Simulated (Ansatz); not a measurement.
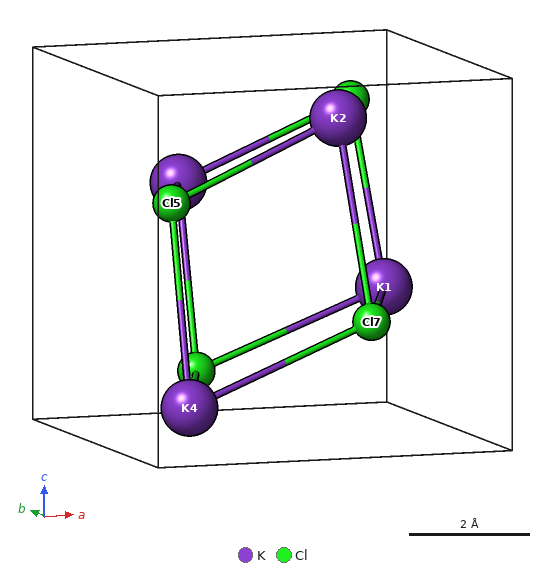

This is the input geometry for a relaxation of a crystal of KCl (built on the FeSi-198 type type). The picture is a ball-and-stick view of the cell of the calculation, seen slightly off an axis.

Level of theory: DFT, PBEsol, plane waves, PAW (Ansatz 0.2.0).

Input
```yaml
crystal:
  lattice:
    - [6.2837426, 0.0, 0.0]
    - [0.0, 6.2837426, 0.0]
    - [0.0, 0.0, 6.2837426]
  atoms:
    - { symbol: K, position: [0.86308769, 0.63691231, 0.36308769] }
    - { symbol: K, position: [0.63691231, 0.36308769, 0.86308769] }
    - { symbol: K, position: [0.36308769, 0.86308769, 0.63691231] }
    - { symbol: K, position: [0.13691231, 0.13691231, 0.13691231] }
    - { symbol: Cl, position: [0.15869827, 0.34130173, 0.65869827] }
    - { symbol: Cl, position: [0.34130173, 0.65869827, 0.15869827] }
    - { symbol: Cl, position: [0.65869827, 0.15869827, 0.34130173] }
    - { symbol: Cl, position: [0.84130173, 0.84130173, 0.84130173] }
kpoints:
  mp_grid: { grid: [4, 4, 4] }
hamiltonian:
  xc: pbesol
scf:
  occupations: { method: fermi_dirac, width: 0.03 }
relax:
  f_tol: 0.01
  cell: {}
  max_steps: 120
```

Command:
```bash
ansatz run input.yaml --threads 2 --pin off --max-ram 29491MiB --backend cpu --events-out ev --progress --plain --runs-dir out
```

What does the optimiser find from here?

Answer. After 8 accepted moves (9 points after the start) the energy has fallen by 192 meV per atom. The largest force component goes from 0.15 to 0.0013 eV/Å. The pressure goes from −1.87 to 0.00 GPa. At 1 point the geometry stayed and the basis and grid were re-selected for the new cell (energy shift of less than 0.05 meV per atom at most each time). The largest moves relative to the cell, 1.22 Å, are those of K1, K2, K3 and K4. K1 goes along [−1 1 −1]. Largest moves by element: K 1.22 Å, Cl 0.98 Å. The drawn cell changes as follows: a = b = c 6.284 → 6.244 Å (−0.6 %); the volume changes by −1.9 %. Among the contacts that change: K1–Cl5 3.217 → 5.399 Å, K1–Cl6 3.524 → 3.122 Å, K1–Cl6 (another image) 3.271 → 3.122 Å. Bonds break: K1–Cl5 (3.22 → 5.40 Å), K2–Cl6 (3.22 → 5.40 Å), K3–Cl7 (3.22 → 5.40 Å), K4–Cl8 (3.22 → 5.40 Å). Bond angles that change, for instance: Cl5–K2–Cl5 135.2° → 179.8°, K1–Cl7–K1 135.2° → 179.8°, K1–Cl7–K2 114.6° → 90.1°. The space group stays P2_13 (No. 198).

The structure at the end:

```xyz
8
Lattice="6.2438 0.0000 0.0000 0.0000 6.2438 0.0000 0.0000 0.0000 6.2438" Properties=species:S:1:pos:R:3 pbc="T T T"
K     4.6852    4.6805    1.5633
K     4.6805    1.5633    4.6852
K     1.5633    4.6852    4.6805
K     1.5586    1.5586    1.5586
Cl    1.5584    1.5635    4.6803
Cl    1.5635    4.6803    1.5584
Cl    4.6803    1.5584    1.5635
Cl    4.6854    4.6854    4.6854
```

The end point in the same view:

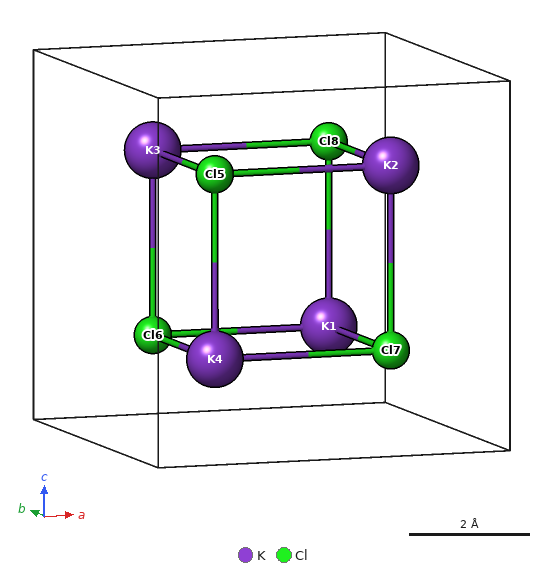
